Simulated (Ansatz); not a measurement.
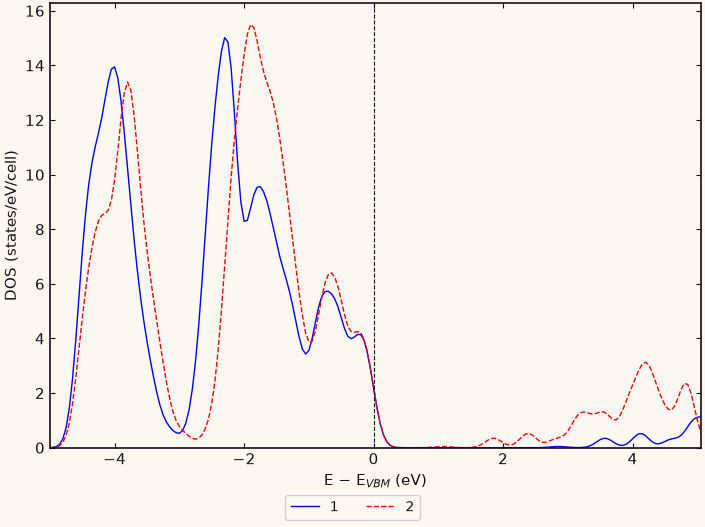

Total densities of states of AgCl, space group P6_3/mmc (No. 194), 4 atoms in the cell, h-MgO (five-fold) type, by two methods on the same cell. The curves are built from the levels of the k mesh with Gaussians 0.3 eV wide, which also blur the band edges. Each is counted from its own valence-band top.

### Which curve is which? The methods: LDA, HSE06.

1 is HSE06; 2 is LDA. HSE06 gives a gap of 2.85 eV and LDA gives a gap of 1.06 eV.

Settings. HSE06: DFT, HSE06, plane waves, PAW, no spin polarisation, 6×6×4 k mesh, 420 eV cutoff (Ansatz). LDA: DFT, LDA, plane waves, PAW, no spin polarisation, 6×6×4 k mesh, 420 eV cutoff (Ansatz).
